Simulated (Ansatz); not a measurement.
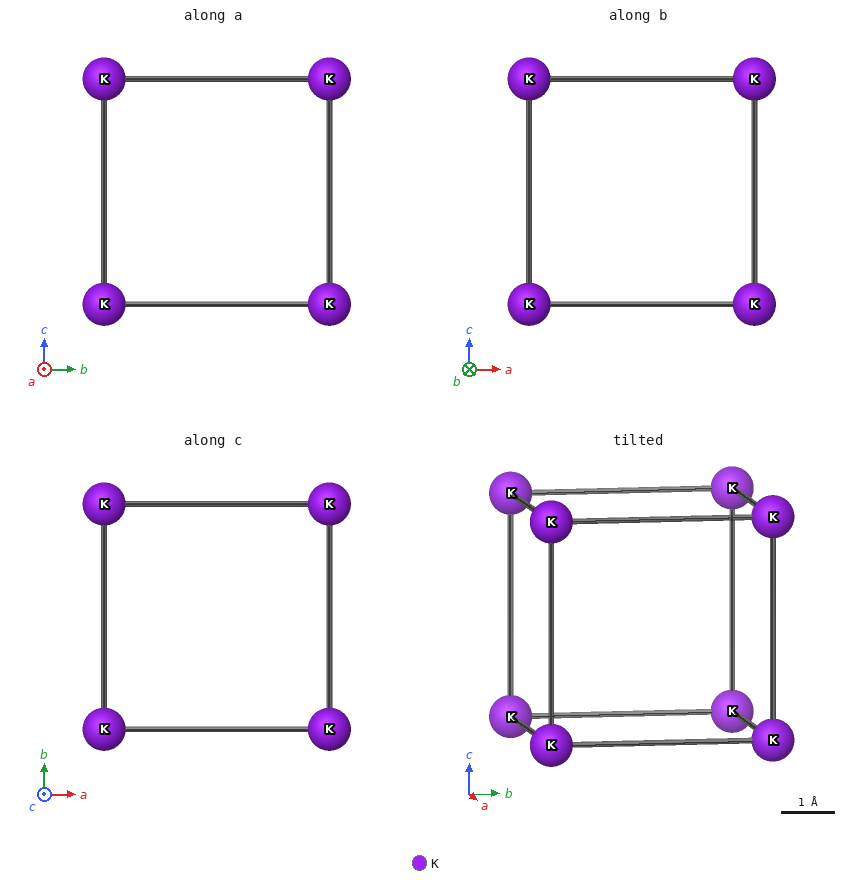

Structure drawing (ball-and-stick), viewed along the a axis, along the b axis, along the c axis and slightly off an axis. The box is the conventional unit cell; atoms on or close to its faces, edges and corners are drawn wherever they repeat.

Lattice parameters: a = 4.311 Å, b = 4.311 Å, c = 4.311 Å, α = 90.00°, β = 90.00°, γ = 90.00°. Put a along x and b in the xy plane.

Set out the cell and atoms as a POSCAR file.

```
K
1.0
     4.311    0.000    0.000
     0.000    4.311    0.000
     0.000    0.000    4.311
K
1
Direct
  0.0000 0.0000 0.0000
```

The starting point was a textbook structure type filled with this element (whether it is the usual form wasn't checked). A relaxation with Ansatz 0.2.0, DFT r2SCAN, scalar-relativistic, plane waves, PAW gave the geometry drawn.
